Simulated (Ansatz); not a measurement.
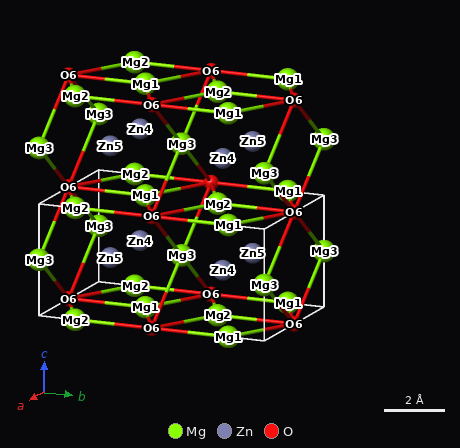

Starting structure of crystalline Mg3Zn2O (a generated structure, set up in Cmmm) (coarse preliminary run). Style: ball-and-stick. Shown: the conventional cell (2 times the calculation's cell), repeated 1 × 1 × 2 with one cell outlined, slightly off an axis. Lengths and directions refer to the drawn axes.

These are results of DFT PBE, scalar-relativistic, plane waves, PAW (Ansatz), not measurements.

The input:
```yaml
crystal:
  lattice:
    - [2.49270607, -4.17669119, 0.0]
    - [2.49270607, 4.17669119, 0.0]
    - [0.0, 0.0, 3.9147502]
  atoms:
    - { symbol: Mg, position: [0.1601293, 0.8398707, 0.0] }
    - { symbol: Mg, position: [0.8398707, 0.1601293, 0.0] }
    - { symbol: Mg, position: [0.0, 0.0, 0.5] }
    - { symbol: Zn, position: [0.0, 0.5, 0.5] }
    - { symbol: Zn, position: [0.5, 0.0, 0.5] }
    - { symbol: O, position: [0.5, 0.5, 0.0] }
basis:
  ecutwfc: 420
kpoints:
  mp_grid: { grid: [4, 4, 4] }
hamiltonian:
  xc: pbe
scf:
  occupations: { method: gaussian, width: 0.1 }
  lower_state_search: "off"
output:
  forces: true
  stress: true
  eigenvalues: true
relax:
  adjacent_minimum: "off"
  f_tol: 0.04
  max_steps: 70
  cell: { stress_tol: 0.4 }
```

Launched with:
```bash
ansatz run input.yaml --threads 1 --pin off --max-ram 2560MiB --backend cpu --events-out ev --progress --plain --runs-dir out
```

**What does the optimiser find from here?**

The largest moves relative to the cell, 2.22 Å, are those of Mg1 and Mg2. Mg2 goes along +b. Zn and O stay in place. The drawn cell changes as follows: a 4.985 → 4.625 Å (−7.2 %), b 8.353 → 11.950 Å (+43.1 %), c 3.915 → 4.547 Å (+16.1 %); the volume changes by +54.1 %. Among the contacts that change: Mg1–Mg2 2.675 → 8.273 Å, Mg1–Mg3 2.371 → 4.720 Å, Mg1–O6 2.829 → 4.739 Å, Mg1–O6 (another image) 2.839 → 1.839 Å. The space group stays Cmmm (No. 65). After 22 accepted moves (27 points after the start) the energy has fallen by 1363 meV per atom. Largest force component: 2 eV/Å at the start, 0.0075 eV/Å at the end. The pressure goes from 37.85 to 0.07 GPa. The line search rejected the trial steps at points 22, 23 of the run. The SCF was repeated 3 times at an unchanged geometry on a basis and grid sized afresh for the cell, which shifted the energy by 73.0 meV per atom at most. The run took 5.3 min on 1 thread of Intel(R) Xeon(R) Processor @ 2.50GHz (Skylake/Cascade Lake), on a shared host, peak memory 0.46 GiB.

The structure at the end:

```
Mg Zn O
1.0
     2.31246   -5.97496    0.00000
     2.31246    5.97496    0.00000
     0.00000    0.00000    4.54658
Mg Zn O
3 2 1
Direct
  0.34614 0.65386 0.00000
  0.65386 0.34614 0.00000
  0.00000 0.00000 0.50000
  0.00000 0.50000 0.50000
  0.50000 0.00000 0.50000
  0.50000 0.50000 0.00000
```

After the run, drawn alike:

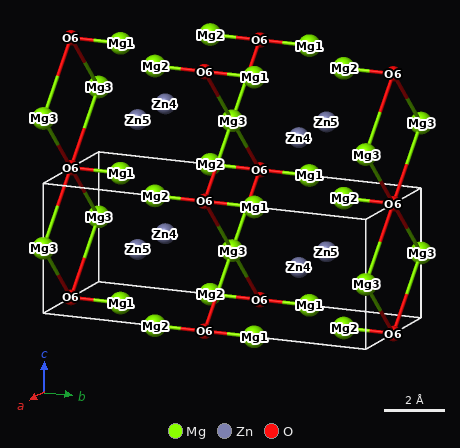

Limits of the set-up: the k-point mesh is coarse for a cell with partly filled bands; layers or molecules are held without a dispersion correction, so their spacing is unreliable.
